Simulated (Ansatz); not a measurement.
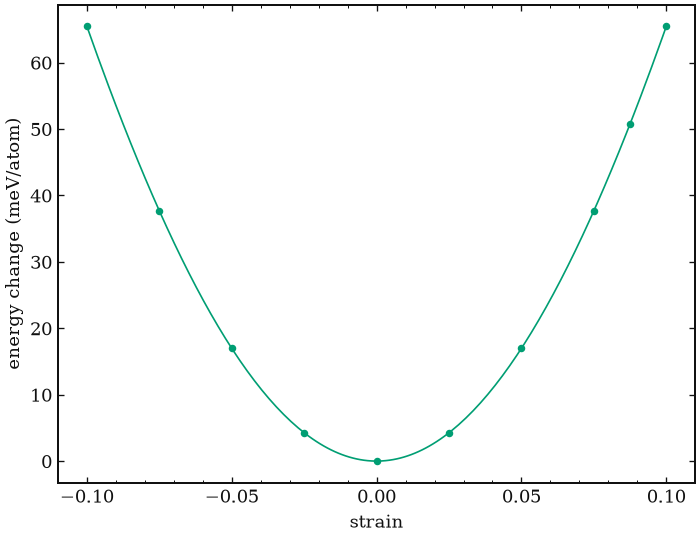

The figure shows the energy change against strain.

Method: homogeneous strain of a crystal along one Voigt pattern with engineering shear, fractional coordinates fixed, by plane-wave density functional theory with PAW datasets, free energies less that of the undisturbed cell, pressure positive in compression; scalar-relativistic (Ansatz 0.2.0). Level: PBE, no spin polarisation.

Q: For which of these solids was it computed?
A. Ti, Fm-3m (No. 225), 16.7 Å³/atom, strain pattern [0, 0, 0, 1, 0, 0]
B. Sn, Fd-3m (No. 227), 34.2 Å³/atom, strain pattern [1, -1, 0, 0, 0, 0]
C. GaP, R-3m (No. 166), 21.0 Å³/atom, strain pattern [1, 1, 0, 0, 0, 0]

A: B, Sn: energy change from 0.00 meV/atom to 65.46 meV/atom. The others give: Ti, energy change from 0.00 meV/atom to 71.30 meV/atom; GaP, energy change from 0 meV/atom to 343 meV/atom.

For GaP, limits of the calculation: gap closes along the scan on a mesh chosen for the insulator; odd k mesh can miss points on the zone edge; reference crystal is not relaxed.

For Sn, limits of the calculation: reference crystal is not relaxed.

For Ti, limits of the calculation: reference crystal is not relaxed.
